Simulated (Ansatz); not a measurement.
**Band-structure calculation, with input and output: MgF2**

- system: MgF2 (P4₂/mnm, 6 atoms in the cell)
- method: DFT, PBE, plane waves, PAW, no spin polarisation (Ansatz 0.2.0)

The structure was built on a prototype by a generator. The geometry comes from this level: r2SCAN (a point of a series of strains). It belongs to a series of runs on one base structure; here: epitaxial_xy strain +1.0%.

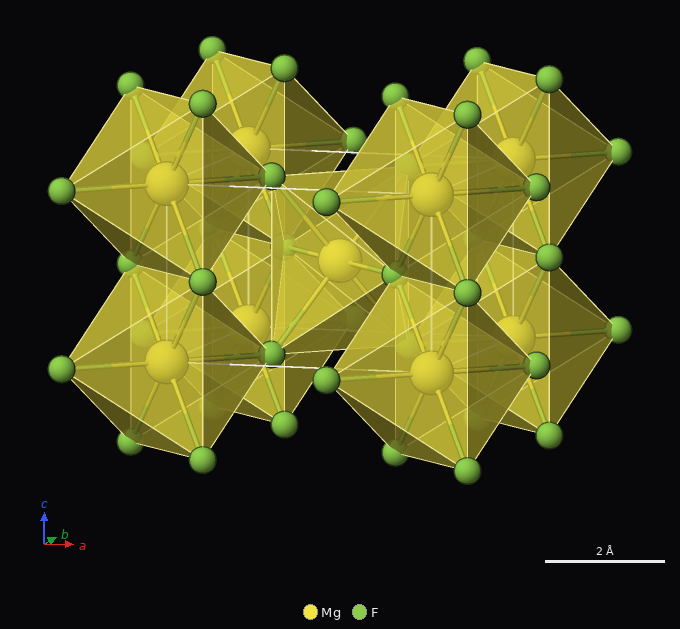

The structure as given in the input (polyhedral view of the cell of the calculation, seen slightly off an axis; polyhedra are completed across the faces of the cell). An atom can appear more than once, as a periodic image.

**The input**
```yaml
crystal:
  lattice:
    - [4.6682361545, 0.0, 0.0]
    - [0.0, 4.6682361545, 0.0]
    - [0.0, 0.0, 3.0276291993]
  atoms:
    - { symbol: Mg, position: [0.0, 0.0, 0.0] }
    - { symbol: Mg, position: [0.5, 0.5, 0.5] }
    - { symbol: F, position: [0.3029505751, 0.3029505751, 0.0] }
    - { symbol: F, position: [0.1970494249, 0.8029505751, 0.5] }
    - { symbol: F, position: [0.8029505751, 0.1970494249, 0.5] }
    - { symbol: F, position: [0.6970494249, 0.6970494249, 0.0] }
kpoints:
  mp_grid: { grid: [6, 6, 8] }
  band_path:
    path:
      - [0.0, 0.0, 0.0]
      - [0.0, 0.5, 0.0]
      - [0.5, 0.5, 0.0]
      - [0.0, 0.0, 0.5]
      - [0.0, 0.5, 0.5]
      - [0.5, 0.5, 0.5]
    npoints: 1
hamiltonian:
  xc: pbe
scf:
  occupations: { method: fermi_dirac, width: 0.02 }
  n_extra_bands: 5
output:
  forces: true
  stress: true
  eigenvalues: true
  write_density: true
  write_potential: true
  elf: true
  volumetric_format: npy
```

Run on 2 threads of AMD EPYC (Zen 3), 1656 GiB of memory available, shared host.

Command:
```bash
ansatz run input.yaml --threads 2 --pin off --max-ram 29491MiB --backend cpu --events-out ev --progress --plain --runs-dir out
```

**Log**
```
scf.n_extra_bands = 5 over 24 filled bands (N_el = 48.0): the run solves 29 bands
Engine: ansatz 0.2.0, x86_64-unknown-linux-gnu
Pseudopotentials: kind: paw
Pseudopotential: Mg, paw, valence charge 10, recommended cutoff 420 eV (normal), Mg.paw.azcp
Pseudopotential: F, paw, valence charge 7, recommended cutoff 420 eV (normal), F.paw.azcp
Functional definition: PBE
  parameter kappa = 0.804
  parameter beta = 0.06672455060314922
  exchange = pbe_x(kappa = kappa, mu = beta*pi^2/3)
  correlation = pbe_c(beta = beta)
Crystal: 6 atoms, lattice volume = 65.979 Å³
Basis set: ecut = 420 eV, 1267 PW (Γ), exchange–correlation on 64×64×48 points (8 copies of the dense FFT grid, shifted against one another)
Bands: 29, of which v1, the nominal top of the filled ones, is band 24 counted from 1 (23 counted from 0)
Symmetry: 16 space group operations
Space group: P42/mnm (ITA 136), of the structure as read, at distance tolerance 4.0e-5 Å
k-points: 50 of 288
Non-local potential: Mg, projectors of the file, l = 0: 3, l = 1: 2, l = 2: 1
Non-local potential: F, projectors of the file, l = 0: 2, l = 1: 2, l = 2: 1
PAW form: soft (Blöchl's): semilocal exchange-correlation on the pseudo side does not see the compensation charge
PAW one-centre angular grid: Mg, 110 points (default); XC on 64 Gauss nodes
PAW one-centre angular grid: F, 110 points (default); XC on 64 Gauss nodes
Initial density: superposition of atomic densities (neutral atoms: chi_scale 0, normalization atom), corrected by the library's trained network
Initial wavefunctions: pseudopotential atomic-orbital guess
Functional: x = pbe(κ = 0.804, μ = 0.2195149727645171), c = pbe(β = 0.06672455060314922)
SCF iter   1: F=—  HF=-7091.081198 eV  |F-HF|=—  |Δ(HF+E_count)|=         —  Δρ=7.10e-4  dr2=2.19e-4  ethr=1.77e-3  ⟨swp⟩=6.2  Hψ=6575  notcnv=0
preconditioner: auto → Resta (q_TF=auto, 2.587 Å⁻¹)  ε∞=2.8  [insulator: Δε(μ)=7.077 eV  Ē_g=19.215 eV  σ=0.020 eV  W_gap=1.00  n_scr=18 (ndim 8)  ℏωp=25.9 eV  f_vac=0.095  D(μ)=0.00/eV (n_scr^D=0)  ε∞_Penn≈2.8]
SCF iter   2: F=—  HF=-7091.081156 eV  |F-HF|=—  |Δ(HF+E_count)|=   4.20e-5  Δρ=3.96e-4  dr2=8.89e-5  ethr=4.57e-7  ⟨swp⟩=2.4  Hψ=3135  notcnv=0  defer=7
SCF iter   3: F=—  HF=-7091.081343 eV  |F-HF|=—  |Δ(HF+E_count)|=   1.87e-4  Δρ=1.62e-4  dr2=1.47e-5  ethr=1.85e-7  ⟨swp⟩=2.0  Hψ=2596  notcnv=0  defer=7
SCF iter   4: F=—  HF=-7091.081340 eV  |F-HF|=—  |Δ(HF+E_count)|=   2.32e-6  Δρ=4.98e-5  dr2=1.02e-6  ethr=3.05e-8  ⟨swp⟩=2.0  Hψ=2467  notcnv=0  defer=7
SCF iter   5: F=—  HF=-7091.081341 eV  |F-HF|=—  |Δ(HF+E_count)|=   8.27e-7  Δρ=2.88e-5  dr2=3.13e-7  ethr=2.12e-9  ⟨swp⟩=2.0  Hψ=2554  notcnv=0  defer=7
SCF iter   6: F=-7091.081342 eV  HF=-7091.081342 eV  |F-HF|=1.24e-9  |Δ(HF+E_count)|=   3.39e-7  Δρ=6.32e-6  dr2=1.18e-8  ethr=2.08e-10  ⟨swp⟩=11.3  Hψ=10478  notcnv=0
SCF 1 converged in 6 iterations: F = -7091.081342 eV  dr2 = 1.18e-8
  greatest PAW one-centre occupation: 1.000 electrons in one spin orbital (limit 2), on the Mg atom at site 1 (counted from 0), in its partial waves of l = 0
```

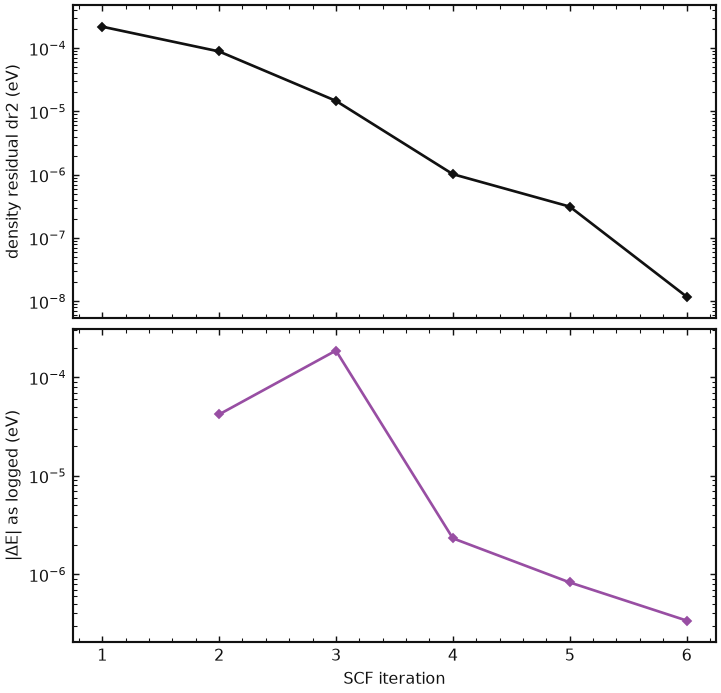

Convergence of the self-consistent field: density residual dr2 and size of the energy change against the SCF iteration. The residual falls at every step.

```
NSCF: frozen V_eff on 6 k-points
SCF converged after 6 iterations
Free energy (F): -7091.081342 eV
Harris-Foulkes:  -7091.081342 eV  (|F-HF|=1.24e-9)
Internal energy: -7091.081342 eV  (E = F + TS)
E sigma→0 (E₀):  -7091.081342 eV
Fermi energy:    5.872004 eV
--- Per-component energies (eV) ---
  E_band       = -823.721640
  E_kinetic    = 987.115438
  E_local      = -5335.756532  (includes V_loc(G=0)·N_el)
  E_nonlocal   = 483.864473
  E_hartree    = 1925.216342
  E_xc         = -380.795714
  E_vxc        = -488.606539  (∫ρ·V_xc dr)
  E_paw        = -1387.876559  (= ΣΔE_a)
  E_vpaw       = -320.785188  (= ΣTr[D̂ρ^β])
  E_aug_tail   = 0.008351  (compensation charges beyond the density's cutoff)
  E_ewald      = -3382.857141
  E_smearing   = -0.000000  (= −TS)
  E_closure    = -0.000000  (closes the sum)
  Σ components = -7091.081342   (vs F -7091.081342, Δ=0.00e0)
--- Forces (eV/Å), atoms counted from 1 ---
  atom   1  Mg     0.00000000    -0.00000000     0.00000000
  atom   2  Mg    -0.00000000     0.00000000     0.00000000
  atom   3  F     -0.02403238    -0.02403238     0.00000000
  atom   4  F      0.02403238    -0.02403238     0.00000000
  atom   5  F     -0.02403238     0.02403238     0.00000000
  atom   6  F      0.02403238     0.02403238     0.00000000
  max |Σ_I F_I| component: 6.94e-18 eV/Å
--- Stress (GPa, compression-positive) ---
        2.769920       0.000000       0.000000
        0.000000       2.769920       0.000000
        0.000000       0.000000       5.142757
  P = ⅓ Tr σ = 3.5609 GPa (35.609 kbar)
--- Band table (eV; the first three rows and the last of 50) ---
  k-point 0: bands = ["-68.5380", "-68.5372", "-35.3135", "-35.3135", "-35.2909", "-35.2909", "-35.2871", "-35.2839", "-18.3745", "-17.5794", "-17.5794", "-17.5121", "-1.7123", "-0.1306", "0.2338", "0.2338", "0.4837", "0.5267", "1.1497", "1.1497", "1.6246", "1.9949", "1.9949", "2.3280", "9.4120", "14.5880", "14.5880", "16.1862", "16.6861"]
  k-point 1: bands = ["-68.5376", "-68.5369", "-35.3117", "-35.3117", "-35.2939", "-35.2910", "-35.2907", "-35.2907", "-18.3162", "-17.5698", "-17.5698", "-17.5158", "-1.6116", "-0.0249", "0.2837", "0.2837", "0.3669", "0.4319", "1.0046", "1.0046", "1.3264", "1.9449", "1.9449", "2.2563", "9.8812", "14.9425", "14.9425", "16.3921", "16.7190"]
  k-point 2: bands = ["-68.5367", "-68.5361", "-35.3102", "-35.3081", "-35.3070", "-35.3070", "-35.2904", "-35.2904", "-18.1593", "-17.5463", "-17.5463", "-17.5397", "-1.3362", "0.0273", "0.2426", "0.2747", "0.3703", "0.3703", "0.6994", "0.7308", "0.7308", "1.8031", "1.8031", "2.0388", "11.0592", "15.8307", "15.8307", "16.4851", "16.8449"]
  k-point 49: bands = ["-68.5351", "-68.5351", "-35.3327", "-35.3327", "-35.2994", "-35.2994", "-35.2913", "-35.2913", "-17.7080", "-17.7080", "-17.5520", "-17.5520", "-1.3658", "-1.3658", "-0.6414", "-0.6414", "0.8581", "0.8581", "0.9185", "0.9185", "1.7202", "1.7202", "1.8385", "1.8385", "15.5172", "15.5172", "15.6500", "15.6500", "16.9650"]
```

**File rho_z.tsv**
```
# z_ang	rho[e/angstrom^3]
# format = ansatz-planar-average/11
# lattice	4.668236154	0.000000000	0.000000000
# lattice	0.000000000	4.668236154	0.000000000
# lattice	0.000000000	0.000000000	3.027629199
# sites	6
# site	12	0.000000000	0.000000000	0.000000000
# site	12	2.334118077	2.334118077	1.513814600
# site	9	1.414244828	1.414244828	0.000000000
# site	9	0.919873250	3.748362905	1.513814600
# site	9	3.748362905	0.919873250	1.513814600
# site	9	3.253991327	3.253991327	0.000000000
0.000000	1.429863e0
0.126151	1.300328e0
0.252302	9.822412e-1
0.378454	6.320399e-1
0.504605	3.776752e-1
0.630756	2.501322e-1
0.756907	2.153032e-1
0.883059	2.501322e-1
1.009210	3.776752e-1
1.135361	6.320399e-1
1.261512	9.822412e-1
1.387663	1.300328e0
1.513815	1.429863e0
1.639966	1.300328e0
1.766117	9.822412e-1
1.892268	6.320399e-1
2.018419	3.776752e-1
2.144571	2.501322e-1
2.270722	2.153032e-1
2.396873	2.501322e-1
2.523024	3.776752e-1
2.649176	6.320399e-1
2.775327	9.822412e-1
2.901478	1.300328e0
```

**File v_z.tsv**
```
# z_ang	v_es[eV]	v_tot[eV]
# format = ansatz-planar-average/11
# xc	pbe
# density_cutoff_ev	1680
# datasets	Mg=:simpson_from_first_knot:soft	F=:simpson_from_first_knot:soft
# lattice	4.668236154	0.000000000	0.000000000
# lattice	0.000000000	4.668236154	0.000000000
# lattice	0.000000000	0.000000000	3.027629199
# sites	6
# site	12	0.000000000	0.000000000	0.000000000
# site	12	2.334118077	2.334118077	1.513814600
# site	9	1.414244828	1.414244828	0.000000000
# site	9	0.919873250	3.748362905	1.513814600
# site	9	3.748362905	0.919873250	1.513814600
# site	9	3.253991327	3.253991327	0.000000000
0.000000	-1.296631e0	-1.153571e1
0.126151	-8.725143e-1	-1.093054e1
0.252302	3.771517e-1	-9.421320e0
0.378454	2.211847e0	-7.254180e0
0.504605	4.212426e0	-4.770904e0
0.630756	5.916218e0	-2.642641e0
0.756907	6.641792e0	-1.721343e0
0.883059	5.916218e0	-2.642641e0
1.009210	4.212426e0	-4.770904e0
1.135361	2.211847e0	-7.254180e0
1.261512	3.771517e-1	-9.421320e0
1.387663	-8.725143e-1	-1.093054e1
1.513815	-1.296631e0	-1.153571e1
1.639966	-8.725143e-1	-1.093054e1
1.766117	3.771517e-1	-9.421320e0
1.892268	2.211847e0	-7.254180e0
2.018419	4.212426e0	-4.770904e0
2.144571	5.916218e0	-2.642641e0
2.270722	6.641792e0	-1.721343e0
2.396873	5.916218e0	-2.642641e0
2.523024	4.212426e0	-4.770904e0
2.649176	2.211847e0	-7.254180e0
2.775327	3.771517e-1	-9.421320e0
2.901478	-8.725143e-1	-1.093054e1
```

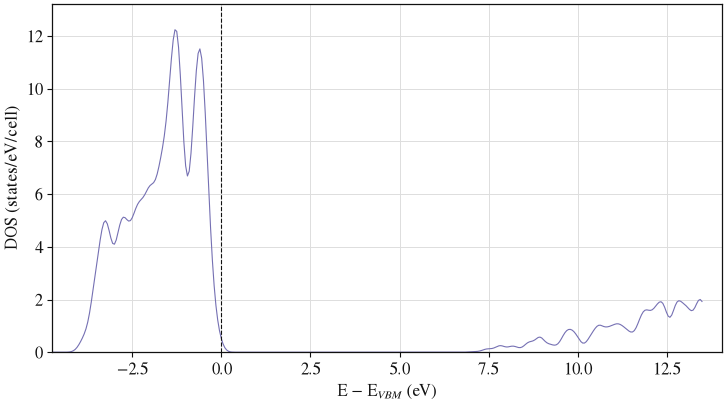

Density of states (the curve is built from the levels of the k mesh with Gaussians 0.3 eV wide, which also blur the band edges), with energies from the valence-band top. There is a gap of 7.08 eV on the k-point mesh. Small ripples come from the finite k-point mesh.

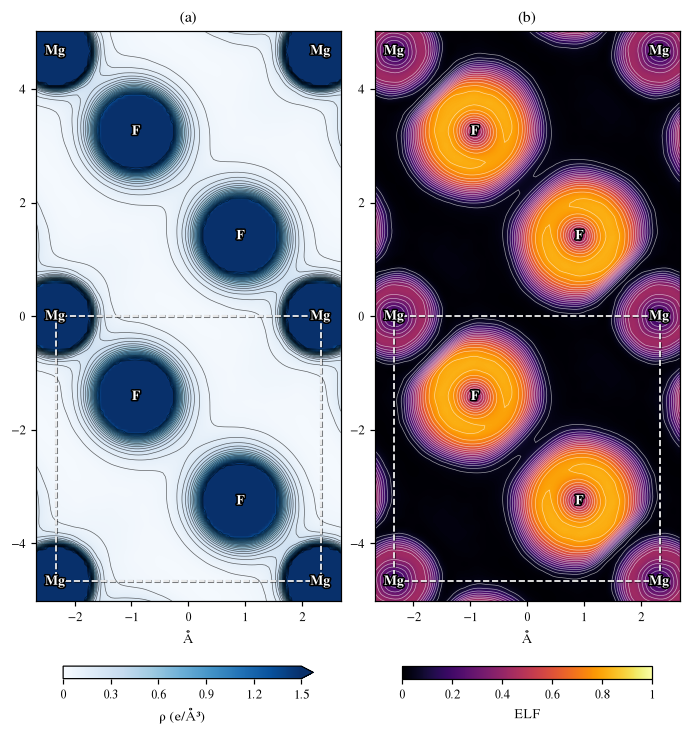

(a) valence charge density (pseudo); (b) ELF on the (001) plane of the conventional cell. The section cuts through Mg and F sites. Mg–F (2.00 Å): the density is about 0.34 e/Å³ at the midpoint; the ELF is about 0.20 at the midpoint, which marks two separate closed shells. Away from the nuclei the density in this plane falls to 0.02 e/Å³ at its lowest. Core electrons are frozen (PAW), so the fields are smoothed inside the atomic spheres.

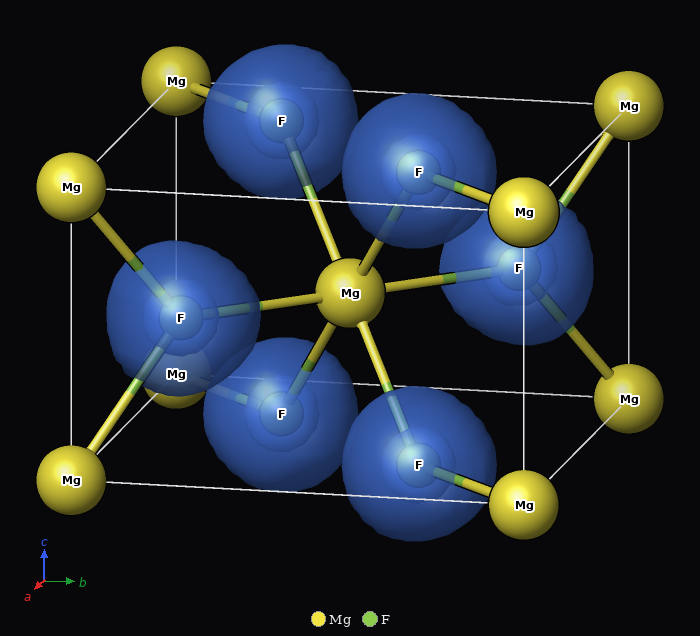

Isosurface of the ELF at 0.75 (blue), seen slightly off an axis. Only the valence region is drawn (cores and ρ < 0.01 e/Å³ removed). Sticks mark near contacts. The outline is the cell set on symmetry axes. Profiles from the grid: Mg–F (2.00 Å): the ELF is about 0.20 at the midpoint, which marks two separate closed shells.

**Summary**

| quantity | value |
| --- | --- |
| outcome | converged |
| space group (tolerance 0.01 Å) | P4₂/mnm (136) |
| electrons treated | 48 |
| free energy | −7091.0813 eV |
| Fermi energy | 5.872 eV |
| gap on the k-point mesh | 7.08 eV |
| pressure | 3.56 GPa |
| largest force (length of the vector) | 0.034 eV/Å |
| wall time | 2.5 s (CPU time 4.6 s) |
| peak memory | 0.49 GiB |
